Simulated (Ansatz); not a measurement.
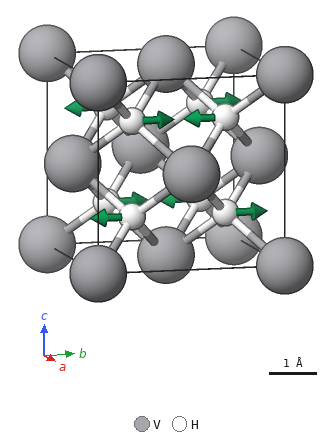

One vibrational mode of solid VH₂ at the zone centre. The green arrows give the relative displacements of the atoms. The picture is a ball-and-stick view of the conventional cell (4 times the calculation's cell), seen slightly off an axis. Lengths and directions refer to the drawn axes.

Level of theory: DFT LDA, scalar-relativistic, plane waves, PAW (Ansatz 0.2.0). (plane-wave cutoff 420 eV; k-point mesh 18 × 18 × 18; occupations fermi dirac; smearing width 0.15 eV; no spin polarisation)

The frequencies depend somewhat on the k-mesh and the smearing.

Q: Describe the mode and give its frequency.

A: This is the T₂g mode (triply degenerate; one member of the set is drawn) at 1404 cm⁻¹, the highest optical level, Raman-active by symmetry. The V atoms stay at rest; all motion is along b; atoms of one kind move against one another, with no net shift of their sublattice.
